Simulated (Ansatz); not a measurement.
# Ru: one change and its effect

System: Ru (slab, 6 atoms in the cell).
Method of run A: DFT, LDA, plane waves, PAW, no spin polarisation (Ansatz 0.2.0).

Text and figures count atoms from 1; the logs count them from 0 in places.

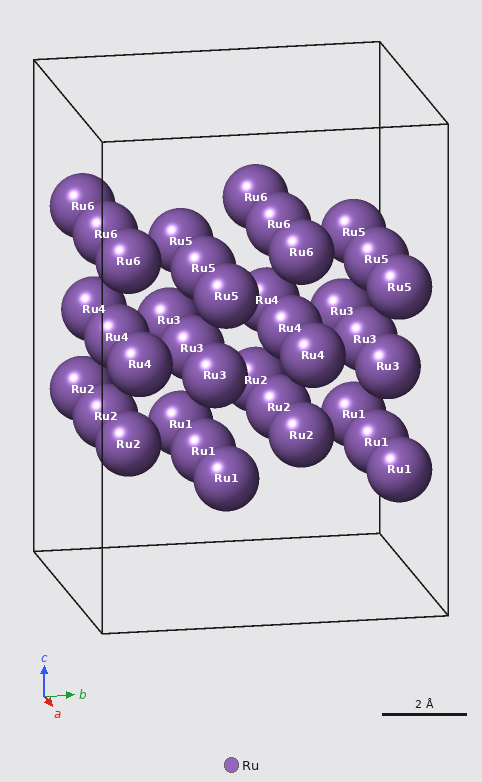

The input geometry (spheres-only view of the 3 × 2 repeat of the cell, with the vacuum cut short, seen slightly off an axis; atoms are numbered from 1 in the order of the input).

### Input, run A
```yaml
crystal:
  lattice:
    - [2.6749329043, 0.0, 0.0]
    - [0.0, 4.2243485903, 0.0]
    - [0.0, 0.0, 21.4053]
  atoms:
    - { symbol: Ru, position: [0.75, 0.75, 0.3798673069] }
    - { symbol: Ru, position: [0.25, 0.25, 0.409400524] }
    - { symbol: Ru, position: [0.25, 0.75, 0.483042937] }
    - { symbol: Ru, position: [0.75, 0.25, 0.5169570628] }
    - { symbol: Ru, position: [0.75, 0.75, 0.5905994758] }
    - { symbol: Ru, position: [0.25, 0.25, 0.6201326934] }
kpoints:
  mp_grid: { grid: [14, 9, 1] }
scf:
  occupations: { method: fermi_dirac, width: 0.08 }
  initial_density: { chi_scale: 0.0 }
hamiltonian:
  xc: lda
  pseudopotentials: { kind: paw }
output:
  forces: true
  stress: true
  eigenvalues: true
efield:
  axis: 3
  amplitude: 0.3
  dipole_correction: true
```

Launched with:
```bash
ansatz run input.yaml --threads 2 --pin off --max-ram 4096MiB --backend cpu --events-out ev --progress --plain --runs-dir out
```

Hardware: 2 threads of Arm Neoverse V2, 24 GiB of memory available, shared host.

### Output, shortened to warnings, some set-up lines, iterations and results (run A)
```
Basis set: ecut = 420 eV, 4769 PW (Γ)
Symmetry: 4 space group operations
k-points: 40 of 126
Initial density: superposition of atomic densities (chi_scale 0, normalization cell)
[...]
SCF iter   1: F=—  HF=-34550.886670 eV  |F-HF|=—  |Δ(HF+E_count)|=         —  Δρ=8.43e-2  dr2=1.14e2  ethr=3.10e-3  p=-0.000 e·Å  D=-3.92e-11 V/Å  ΔV_dip=0.00 eV  …
SCF iter   2: F=—  HF=-34551.846112 eV  |F-HF|=—  |Δ(HF+E_count)|=   9.59e-1  Δρ=9.26e-2  dr2=6.71e1  ethr=3.10e-3  p=0.194 e·Å  D=1.45e-1 V/Å  ΔV_dip=-3.11 eV  …
SCF iter   3: F=—  HF=-34544.965951 eV  |F-HF|=—  |Δ(HF+E_count)|=    6.88e0  Δρ=1.31e-2  dr2=8.97e-1  ethr=3.10e-3  p=0.141 e·Å  D=1.06e-1 V/Å  ΔV_dip=-2.26 eV  …
SCF iter   4: F=—  HF=-34544.881040 eV  |F-HF|=—  |Δ(HF+E_count)|=   8.49e-2  Δρ=3.13e-3  dr2=5.47e-2  ethr=9.34e-4  p=0.145 e·Å  D=1.08e-1 V/Å  ΔV_dip=-2.31 eV  …
SCF iter   5: F=—  HF=-34544.871865 eV  |F-HF|=—  |Δ(HF+E_count)|=   9.17e-3  Δρ=1.13e-3  dr2=1.32e-2  ethr=5.70e-5  p=0.149 e·Å  D=1.11e-1 V/Å  ΔV_dip=-2.38 eV  …
SCF iter   6: F=—  HF=-34544.871198 eV  |F-HF|=—  |Δ(HF+E_count)|=   6.67e-4  Δρ=5.24e-4  dr2=1.59e-3  ethr=1.37e-5  p=0.152 e·Å  D=1.13e-1 V/Å  ΔV_dip=-2.43 eV  …
SCF iter   7: F=—  HF=-34544.871139 eV  |F-HF|=—  |Δ(HF+E_count)|=   5.94e-5  Δρ=1.37e-4  dr2=1.53e-4  ethr=1.66e-6  p=0.154 e·Å  D=1.15e-1 V/Å  ΔV_dip=-2.46 eV  …
SCF iter   8: F=—  HF=-34544.871133 eV  |F-HF|=—  |Δ(HF+E_count)|=   5.39e-6  Δρ=6.29e-5  dr2=2.82e-5  ethr=1.59e-7  p=0.156 e·Å  D=1.16e-1 V/Å  ΔV_dip=-2.49 eV  …
SCF iter   9: F=—  HF=-34544.871292 eV  |F-HF|=—  |Δ(HF+E_count)|=   1.59e-4  Δρ=1.85e-5  dr2=2.54e-6  ethr=2.94e-8  p=0.156 e·Å  D=1.17e-1 V/Å  ΔV_dip=-2.50 eV  …
SCF iter  10: F=—  HF=-34544.871293 eV  |F-HF|=—  |Δ(HF+E_count)|=   7.94e-7  Δρ=8.07e-6  dr2=2.22e-7  ethr=2.65e-9  p=0.156 e·Å  D=1.17e-1 V/Å  ΔV_dip=-2.50 eV  …
SCF iter  11: F=-34544.871293 eV  HF=-34544.871293 eV  |F-HF|=8.66e-10  |Δ(HF+E_count)|=   5.61e-8  Δρ=2.93e-6  dr2=2.78e-8  ethr=1.04e-10  p=0.156 e·Å  D=1.17e-1 V/Å  …
SCF 1 converged in 11 iterations: F = -34544.871293 eV  dr2 = 2.78e-8
SCF converged after 11 iterations
Free energy (F): -34544.871293 eV
Harris-Foulkes:  -34544.871293 eV  (|F-HF|=8.66e-10)
Internal energy: -34544.698501 eV  (E = F + TS)
E sigma→0 (E₀):  -34544.784897 eV
Entropy (-TS):   -0.172792 eV (-28.799 meV/atom)
Fermi energy:    4.426201 eV
Dipole field:    D = 0.117075 V/Å  (p = 0.156493 e·Å, saw-weighted, corrected)
Work function:   not extracted (applied field tilts the vacuum); planar V_es + V_field profile in the machine report
Levels:          The Fermi level and band energies are counted from a zero that moves with the ramp; work functions are not
--- Per-component energies (eV) ---
  E_band       = -2139.278876
  E_kinetic    = 3090.385473
  E_local      = -133222.861189  (includes V_loc(G=0)·N_el)
  E_nonlocal   = 2096.031361
  E_hartree    = 64339.427400
  E_xc         = -1134.306009
  E_vxc        = -1429.613736  (∫ρ·V_xc dr)
  E_paw        = -20050.259877  (= ΣΔE_a)
  E_vpaw       = -1352.025466  (= ΣTr[D̂ρ^β])
  E_aug_tail   = -0.001446  (compensation charges beyond the density's cutoff)
  E_efield     = -0.037787  (sawtooth field / dipole correction)
  E_vefield    = -0.028627  (∫n·V_field dr)
  E_ewald      = 50333.493463
  E_core_change = 3.430110  (= ΣΔE_core)
  E_smearing   = -0.172792  (= −TS)
  E_closure    = -0.000000  (closes the sum)
  Σ components = -34544.871293   (vs F -34544.871293, Δ=0.00e0)
--- Forces (eV/Å), atoms counted from 1 ---
  atom   1  Ru     0.00000000     0.00000000     0.00732976
  atom   2  Ru     0.00000000     0.00000000    -0.02236536
  atom   3  Ru     0.00000000     0.00000000     0.01272857
  atom   4  Ru     0.00000000     0.00000000     0.01484756
  atom   5  Ru     0.00000000     0.00000000    -0.02279330
  atom   6  Ru     0.00000000     0.00000000     0.01022950
  max |Σ_I F_I| component: 2.33e-5 eV/Å
--- Stress (GPa, compression-positive) ---
       -3.205780       0.000000       0.000000
        0.000000      -1.746208       0.000000
        0.000000       0.000000       0.004767
  P = ⅓ Tr σ = -1.6491 GPa (-16.491 kbar)
```

For run B the input was changed thus:
```diff
-  initial_density: { chi_scale: 0.0 }
```

What does this change do to the results?

Both reach the same energy, so the change doesn't alter the result. The SCF takes 10 iterations against 11. The two runs start from different initial densities, which also moves the count.

### Output, shortened to warnings, some set-up lines, iterations and results (run B)
```
Basis set: ecut = 420 eV, 4769 PW (Γ)
Symmetry: 4 space group operations
k-points: 40 of 126
Initial density: superposition of atomic densities (neutral atoms: chi_scale 0, normalization atom, screened)
[...]
SCF iter   1: F=—  HF=-34549.347122 eV  |F-HF|=—  |Δ(HF+E_count)|=         —  Δρ=7.05e-2  dr2=1.69e1  ethr=3.10e-3  p=0.151 e·Å  D=1.13e-1 V/Å  ΔV_dip=-2.41 eV  …
SCF iter   2: F=—  HF=-34550.653534 eV  |F-HF|=—  |Δ(HF+E_count)|=    1.31e0  Δρ=7.94e-2  dr2=1.95e1  ethr=3.10e-3  p=0.159 e·Å  D=1.19e-1 V/Å  ΔV_dip=-2.55 eV  …
SCF iter   3: F=—  HF=-34544.915675 eV  |F-HF|=—  |Δ(HF+E_count)|=    5.74e0  Δρ=9.97e-3  dr2=2.15e-1  ethr=3.10e-3  p=0.155 e·Å  D=1.16e-1 V/Å  ΔV_dip=-2.48 eV  …
SCF iter   4: F=—  HF=-34544.873311 eV  |F-HF|=—  |Δ(HF+E_count)|=   4.24e-2  Δρ=2.47e-3  dr2=1.86e-2  ethr=2.24e-4  p=0.156 e·Å  D=1.16e-1 V/Å  ΔV_dip=-2.49 eV  …
SCF iter   5: F=—  HF=-34544.871052 eV  |F-HF|=—  |Δ(HF+E_count)|=   2.26e-3  Δρ=5.30e-4  dr2=1.96e-3  ethr=1.94e-5  p=0.156 e·Å  D=1.17e-1 V/Å  ΔV_dip=-2.50 eV  …
SCF iter   6: F=—  HF=-34544.871155 eV  |F-HF|=—  |Δ(HF+E_count)|=   1.03e-4  Δρ=2.11e-4  dr2=2.98e-4  ethr=2.04e-6  p=0.156 e·Å  D=1.17e-1 V/Å  ΔV_dip=-2.50 eV  …
SCF iter   7: F=—  HF=-34544.871143 eV  |F-HF|=—  |Δ(HF+E_count)|=   1.16e-5  Δρ=8.98e-5  dr2=6.06e-5  ethr=3.10e-7  p=0.156 e·Å  D=1.17e-1 V/Å  ΔV_dip=-2.50 eV  …
SCF iter   8: F=—  HF=-34544.871290 eV  |F-HF|=—  |Δ(HF+E_count)|=   1.46e-4  Δρ=3.71e-5  dr2=6.44e-6  ethr=6.32e-8  p=0.156 e·Å  D=1.17e-1 V/Å  ΔV_dip=-2.50 eV  …
SCF iter   9: F=—  HF=-34544.871292 eV  |F-HF|=—  |Δ(HF+E_count)|=   2.80e-6  Δρ=1.63e-5  dr2=8.71e-7  ethr=6.70e-9  p=0.156 e·Å  D=1.17e-1 V/Å  ΔV_dip=-2.50 eV  …
SCF iter  10: F=-34544.871293 eV  HF=-34544.871293 eV  |F-HF|=3.51e-9  |Δ(HF+E_count)|=   6.49e-7  Δρ=4.42e-6  dr2=8.88e-8  ethr=1.04e-10  p=0.156 e·Å  D=1.17e-1 V/Å  …
SCF 1 converged in 10 iterations: F = -34544.871293 eV  dr2 = 8.88e-8
SCF converged after 10 iterations
Free energy (F): -34544.871293 eV
Harris-Foulkes:  -34544.871293 eV  (|F-HF|=3.51e-9)
Internal energy: -34544.698501 eV  (E = F + TS)
E sigma→0 (E₀):  -34544.784897 eV
Entropy (-TS):   -0.172791 eV (-28.799 meV/atom)
Fermi energy:    4.426047 eV
Dipole field:    D = 0.117027 V/Å  (p = 0.156430 e·Å, saw-weighted, corrected)
Work function:   not extracted (applied field tilts the vacuum); planar V_es + V_field profile in the machine report
Levels:          The Fermi level and band energies are counted from a zero that moves with the ramp; work functions are not
--- Per-component energies (eV) ---
  E_band       = -2139.293277
  E_kinetic    = 3090.385091
  E_local      = -133222.839720  (includes V_loc(G=0)·N_el)
  E_nonlocal   = 2096.028859
  E_hartree    = 64339.408030
  E_xc         = -1134.306268
  E_vxc        = -1429.614080  (∫ρ·V_xc dr)
  E_paw        = -20050.258845  (= ΣΔE_a)
  E_vpaw       = -1352.024632  (= ΣTr[D̂ρ^β])
  E_aug_tail   = -0.001446  (compensation charges beyond the density's cutoff)
  E_efield     = -0.037776  (sawtooth field / dipole correction)
  E_vefield    = -0.028622  (∫n·V_field dr)
  E_ewald      = 50333.493463
  E_core_change = 3.430110  (= ΣΔE_core)
  E_smearing   = -0.172791  (= −TS)
  E_closure    = 0.000000  (closes the sum)
  Σ components = -34544.871293   (vs F -34544.871293, Δ=0.00e0)
--- Forces (eV/Å), atoms counted from 1 ---
  atom   1  Ru     0.00000000     0.00000000     0.00731787
  atom   2  Ru     0.00000000     0.00000000    -0.02234873
  atom   3  Ru     0.00000000     0.00000000     0.01270277
  atom   4  Ru     0.00000000     0.00000000     0.01485824
  atom   5  Ru     0.00000000     0.00000000    -0.02276289
  atom   6  Ru     0.00000000     0.00000000     0.01025529
  max |Σ_I F_I| component: 2.25e-5 eV/Å
--- Stress (GPa, compression-positive) ---
       -3.205684       0.000000       0.000000
        0.000000      -1.746111       0.000000
        0.000000       0.000000       0.004815
  P = ⅓ Tr σ = -1.6490 GPa (-16.490 kbar)
```

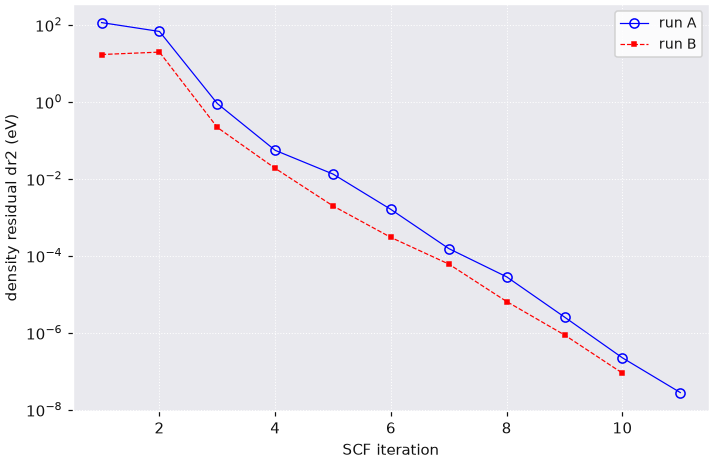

Convergence of the two runs: density residual dr2 against the SCF iteration. Run A takes 11 iterations in all, and run B takes 10.

### The two runs side by side

| quantity | run A | run B |
| --- | --- | --- |
| outcome | converged | converged |
| free energy per atom (eV) | −5757.4785 | −5757.4785 |
| energy per atom, smearing taken to zero (eV) | −5757.4641 | −5757.4641 |
| largest force (eV/Å) | 0.023 | 0.023 |
| SCF iterations | 11 | 10 |
| irreducible k-points | 40 | 40 |
| plane waves at Γ | 4769 | 4769 |
| wall time (shared host) | 37 s | 36 s |
